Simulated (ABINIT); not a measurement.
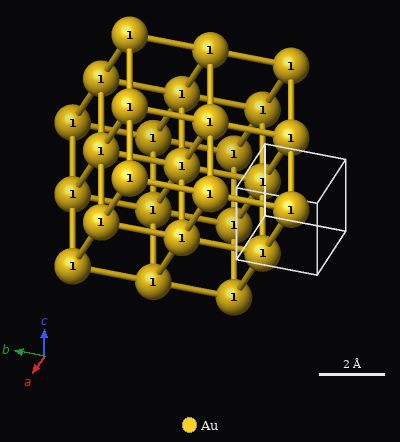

Fig. 1: The input geometry (ball-and-stick view of the cell of the calculation, repeated 3 × 3 × 3, seen at an oblique angle; atoms are numbered from 1 in the order of the input). An atom can appear more than once, as a periodic image.

Positron calculation of Au (part 1 of 2)

- system: Au (1 atom in the cell)
- method: Kohn-Sham DFT of a periodic cell, LDA, JTH PAW LDA v2.0, no spin polarisation (ABINIT 10.8.3)

The structure was built on a prototype by a generator; it need not be a known phase. The geometry was changed: volume scaled by 0.92.

The input:
```
ndtset 2

pp_dirpath "./"
pseudos "Au.LDA_PW-JTH.xml"

acell 3*1.0
rprim
     5.0513756088     0.0000000000     0.0000000000
     0.0000000000     5.0513756088     0.0000000000
     0.0000000000     0.0000000000     5.0513756088
ntypat 1
znucl 79
natom 1
typat 1
chkprim 0
chksymtnons 0
tolsym 1.0e-6
xred
            1/2            1/2            1/2

ecut 20.0
pawecutdg 40.0

ixc 7

nstep 80

iomode 3
prteig 0
prtebands 0
prtwf 0

kptopt1 1
ngkpt1 7 7 7
nshiftk1 1
shiftk1 0.0 0.0 0.0
nband1 10
occopt1 4
tsmear1 0.00499791
tolvrs1 1.0e-10
prtden1 1

positron2 1
ixcpositron2 11
getden2 1
kptopt2 0
nkpt2 1
kpt2 0.0 0.0 0.0
nband2 1
occopt2 2
occ2 1.0
posocc2 1.0
toldfe2 1.0e-7
nline2 10
nnsclo2 2
optforces2 0
optstress2 0
prtden2 0
```

Command:
```bash
abinit run.abi > log 2>&1
```

Output:
```
.Version 10.8.3 of ABINIT
 DATASET    1 : space group Pm -3 m (#221); Bravais cP (primitive cubic)
================================================================================
 Values of the parameters that define the memory need for DATASET  1.
     intxc =       0    ionmov =       0      iscf =      17    lmnmax =      18
     lnmax =       6     mgfft =      24  mpssoang =       3    mqgrid =    3001
     natom =       1  nloc_mem =       2    nspden =       1   nspinor =       1
    nsppol =       1      nsym =      48    n1xccc =       1    ntypat =       1
    occopt =       4   xclevel =       1
       mpw =         564          nfft =       13824          nkpt =          20
 PAW method is used; the additional fine FFT grid is defined by:
   mgfftf=        30    nfftf =     27000
================================================================================
================================================================================

 DATASET    2 : space group Pm -3 m (#221); Bravais cP (primitive cubic)
================================================================================
 Values of the parameters that define the memory need for DATASET  2.
     intxc =       0    ionmov =       0      iscf =      17    lmnmax =      18
     lnmax =       6     mgfft =      24  mpssoang =       3    mqgrid =    3001
     natom =       1  nloc_mem =       2    nspden =       1   nspinor =       1
    nsppol =       1      nsym =      48    n1xccc =       1    ntypat =       1
    occopt =       2   xclevel =       1
       mpw =         258          nfft =       13824          nkpt =           1
 PAW method is used; the additional fine FFT grid is defined by:
   mgfftf=        30    nfftf =     27000
================================================================================
================================================================================

--------------------------------------------------------------------------------
------------- Echo of variables that govern the present computation ------------
--------------------------------------------------------------------------------
 -outvars: echo values of preprocessed input variables --------
            acell      1.0000000000E+00  1.0000000000E+00  1.0000000000E+00 Bohr
              amu      1.96966540E+02
          chkprim           0
      chksymtnons           0
             ecut      2.00000000E+01 Hartree
           getden1          0
           getden2          1
              ixc           7
      ixcpositron1          1
      ixcpositron2         11
           jdtset        1    2
           kptopt1          1
           kptopt2          0
         kptrlatt        7    0    0      0    7    0      0    0    7
          kptrlen1     3.53596293E+01
          kptrlen2     3.00000000E+01
            natom           1
            nband1         10
            nband2          1
           ndtset           2
            ngfft          24      24      24
          ngfftdg          30      30      30
             nkpt1         20
             nkpt2          1
            nline1          4
            nline2         10
           nnsclo1          0
           nnsclo2          2
            nstep          80
             nsym          48
           ntypat           1
           occopt1          4
           occopt2          2
        optforces1          2
        optforces2          0
        optstress1          1
        optstress2          0
        pawecutdg      4.00000000E+01 Hartree
         positron1          0
         positron2          1
           prtden1          1
           prtden2          0
        prtebands           0
           prteig           0
            prtwf           0
            rprim      5.0513756088E+00  0.0000000000E+00  0.0000000000E+00
                       0.0000000000E+00  5.0513756088E+00  0.0000000000E+00
                       0.0000000000E+00  0.0000000000E+00  5.0513756088E+00
           shiftk1     0.00000000E+00  0.00000000E+00  0.00000000E+00
           shiftk2     5.00000000E-01  5.00000000E-01  5.00000000E-01
          spgroup         221
           toldfe1     0.00000000E+00 Hartree
           toldfe2     1.00000000E-07 Hartree
           tolsym      1.00000000E-06
           tolvrs1     1.00000000E-10
           tolvrs2     0.00000000E+00
           tsmear1     4.99791000E-03 Hartree
           tsmear2     1.00000000E-02 Hartree
            typat      1
           useylm           1
           xangst      1.3365364270E+00  1.3365364270E+00  1.3365364270E+00
            xcart      2.5256878044E+00  2.5256878044E+00  2.5256878044E+00
             xred      5.0000000000E-01  5.0000000000E-01  5.0000000000E-01
            znucl       79.00000

================================================================================

 chkinp: Checking input parameters for consistency, jdtset=   1.

 chkinp: Checking input parameters for consistency, jdtset=   2.

================================================================================
== DATASET  1 ==================================================================

--- !DatasetInfo
iteration_state: {dtset: 1, }
dimensions: {natom: 1, nkpt: 20, mband: 10, nsppol: 1, nspinor: 1, nspden: 1, mpw: 564, }
cutoff_energies: {ecut:  20.0, pawecutdg:  40.0, }
electrons: {nelect:   1.10000000E+01, charge:   0.00000000E+00, occopt:   4.00000000E+00, tsmear:   4.99791000E-03, }
meta: {optdriver: 0, ionmov: 0, optcell: 0, iscf: 17, paral_kgb: 0, }
...

 Exchange-correlation functional for the present dataset will be:
  LDA: Perdew-Wang 92 LSD fit to Ceperley-Alder data - ixc=7
  J.P.Perdew and Y.Wang, PRB 45, 13244 (1992)

 Real(R)+Recip(G) space primitive vectors, cartesian coordinates (Bohr,Bohr^-1):
 R(1)=  5.0513756  0.0000000  0.0000000  G(1)=  0.1979659  0.0000000  0.0000000
 R(2)=  0.0000000  5.0513756  0.0000000  G(2)=  0.0000000  0.1979659  0.0000000
 R(3)=  0.0000000  0.0000000  5.0513756  G(3)=  0.0000000  0.0000000  0.1979659
 Unit cell volume ucvol=  1.2889290E+02 bohr^3
 Angles (23,13,12)=  9.00000000E+01  9.00000000E+01  9.00000000E+01 degrees

 Coarse grid specifications (used for wave-functions):

 getcut: wavevector=  0.0000  0.0000  0.0000  ngfft=  24  24  24
         ecut(hartree)=     20.000   => boxcut(ratio)=   2.36005

 getcut : COMMENT -
  Note that boxcut > 2.2 ; recall that boxcut=Gcut(box)/Gcut(sphere) = 2
  is sufficient for exact treatment of convolution.
  Such a large boxcut is a waste : you could raise ecut
  e.g. ecut=   27.849212 Hartrees makes boxcut=2

 Fine grid specifications (used for densities):

 getcut: wavevector=  0.0000  0.0000  0.0000  ngfft=  30  30  30
         ecut(hartree)=     40.000   => boxcut(ratio)=   2.08601

--- Pseudopotential description ------------------------------------------------
- pspini: atom type   1  psp file is ./Au.LDA_PW-JTH.xml
 Pseudopotential format is: paw10
 basis_size (lnmax)=  6 (lmn_size= 18), orbitals=   0   0   1   1   2   2
 Spheres core radius: rc_sph= 2.50869560
 Shapefunction is SIN type: shapef(r)=[sin(pi*r/rshp)/(pi*r/rshp)]**2
 Radius for shape functions =  2.26305713
 Compensation charge density is not taken into account in XC energy/potential

   3.74278742E+02                                ecore*ucvol(ha*bohr**3)
--------------------------------------------------------------------------------

================================================================================

--- !BeginCycle
iteration_state: {dtset: 1, }
solver: {iscf: 17, nstep: 80, nline: 4, wfoptalg: 10, }
tolerances: {tolvrs: 1.00E-10, }
...

     iter   Etot(hartree)      deltaE(h)  residm     nres2
 ETOT  1  -34.164892975490    -3.416E+01 3.290E-01 1.016E+01
 ETOT  2  -34.382463554953    -2.176E-01 3.747E-02 1.141E+01
 ETOT  3  -34.318798375163     6.367E-02 1.427E-02 2.404E+00
 ETOT  4  -34.314271489281     4.527E-03 5.694E-03 6.232E-01
 ETOT  5  -34.314147213775     1.243E-04 5.075E-03 1.911E-01
 ETOT  6  -34.314627939210    -4.807E-04 2.177E-03 9.567E-02
 ETOT  7  -34.314449228212     1.787E-04 2.141E-03 6.384E-02
 ETOT  8  -34.314784359675    -3.351E-04 6.945E-04 4.735E-02
 ETOT  9  -34.314736564057     4.780E-05 5.739E-04 2.659E-02
 ETOT 10  -34.314706069077     3.049E-05 2.299E-04 5.527E-03
 ETOT 11  -34.314712138899    -6.070E-06 1.409E-04 5.833E-03
 ETOT 12  -34.314697156561     1.498E-05 9.530E-05 5.041E-04
 ETOT 13  -34.314698555318    -1.399E-06 5.192E-05 5.293E-04
 ETOT 14  -34.314697374873     1.180E-06 3.768E-05 2.433E-06
 ETOT 15  -34.314697620681    -2.458E-07 2.144E-05 1.695E-06
 ETOT 16  -34.314697632415    -1.173E-08 1.479E-05 2.927E-06
 ETOT 17  -34.314697626484     5.931E-09 8.955E-06 8.739E-07
 ETOT 18  -34.314697627378    -8.947E-10 9.679E-06 7.689E-07
 ETOT 19  -34.314697625698     1.680E-09 3.763E-06 3.952E-09
 ETOT 20  -34.314697626135    -4.365E-10 8.752E-06 4.182E-08
 ETOT 21  -34.314697626051     8.396E-11 3.497E-06 1.253E-08
 ETOT 22  -34.314697626045     5.748E-12 7.913E-06 2.652E-09
 ETOT 23  -34.314697626041     4.249E-12 3.293E-06 4.407E-10
 ETOT 24  -34.314697626041    -5.684E-14 7.182E-06 9.875E-12

 At SCF step   24       nres2   =  9.88E-12 < tolvrs=  1.00E-10 =>converged.

 Cartesian components of stress tensor (hartree/bohr^3)
  sigma(1 1)=  1.24490392E-05  sigma(3 2)=  0.00000000E+00
  sigma(2 2)=  1.24490392E-05  sigma(3 1)=  0.00000000E+00
  sigma(3 3)=  1.24490392E-05  sigma(2 1)=  0.00000000E+00

--- !ResultsGS
iteration_state: {dtset: 1, }
comment   : Summary of ground state results
lattice_vectors:
- [  5.0513756,   0.0000000,   0.0000000, ]
- [  0.0000000,   5.0513756,   0.0000000, ]
- [  0.0000000,   0.0000000,   5.0513756, ]
lattice_lengths: [   5.05138,    5.05138,    5.05138, ]
lattice_angles: [ 90.000,  90.000,  90.000, ] # degrees, (23, 13, 12)
lattice_volume:   1.2889290E+02
convergence: {deltae: -5.684E-14, res2:  9.875E-12, residm:  7.182E-06, diffor: null, }
etotal    :  -3.43146976E+01
entropy   :   0.00000000E+00
fermie    :   2.12030043E-01
cartesian_stress_tensor: # hartree/bohr^3
- [  1.24490392E-05,   0.00000000E+00,   0.00000000E+00, ]
- [  0.00000000E+00,   1.24490392E-05,   0.00000000E+00, ]
- [  0.00000000E+00,   0.00000000E+00,   1.24490392E-05, ]
pressure_GPa:  -3.6626E-01
xred      :
- [  5.0000E-01,   5.0000E-01,   5.0000E-01, Au]
cartesian_forces: # hartree/bohr
- [ -0.00000000E+00,  -0.00000000E+00,  -0.00000000E+00, ]
force_length_stats: {min:   0.00000000E+00, max:   0.00000000E+00, mean:   0.00000000E+00, }
...

 Integrated electronic density in atomic spheres:
 ------------------------------------------------
 Atom  Sphere_radius  Integrated_density
    1        2.50870          9.53859095
```
